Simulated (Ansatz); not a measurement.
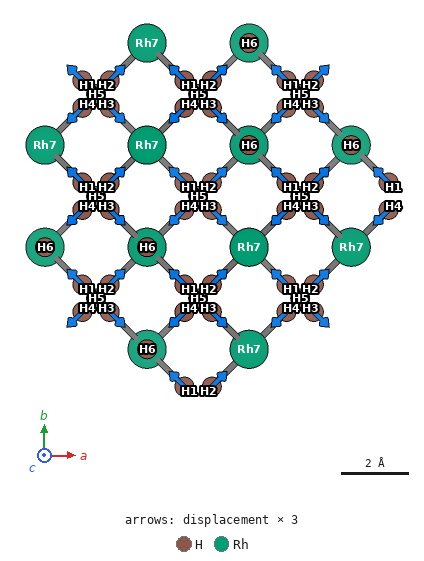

This is a relaxation of crystalline H6Rh (a generated structure, set up in F-43m) (coarse preliminary run). The starting structure is drawn; blue arrows show the displacements (the part carried along by the change of the cell is left out), magnified 3 times.

Style: ball-and-stick. Shown: the atoms within 5.8 Å of the atom that moves most (axes of the conventional cell (4 times the calculation's cell)), along the c axis. Lengths and directions refer to the drawn axes.

Computed with DFT PBE, scalar-relativistic, plane waves, PAW (Ansatz). (plane-wave cutoff 420 eV; k-point mesh 6 × 6 × 6; occupations gaussian; smearing width 0.1 eV; no spin polarisation; cell and atoms relaxed; force threshold 0.04 eV/Å; at most 70 steps)

**Which element moves most?**

Hydrogen: up to 0.28 Å, against 0.00 Å for rhodium.

**Describe the change and its energy.**

After 5 accepted moves (6 points after the start) the energy has fallen by 357 meV per atom. Largest force component: 1.6 eV/Å at the start, 0.0072 eV/Å at the end. Pressure: −14.38 GPa at the start and −0.04 GPa at the end. The SCF was repeated once at an unchanged geometry on a basis and grid sized afresh for the cell, which shifted the energy by 1.5 meV per atom at most. The largest moves relative to the cell, 0.28 Å, are those of H1, H2, H3 and H4. H3 goes along [1 −1 −1]. Rh stays in place. The drawn cell changes as follows: a = b = c 6.146 → 5.765 Å (−6.2 %); the volume changes by −17.5 %. Near-neighbour distances that change, for instance: H1–Rh7 1.947 → 1.549 Å. The space group stays F-43m (No. 216). Cost: 22 s on 1 thread of Arm Neoverse N1, on a shared host, peak memory 0.35 GiB.
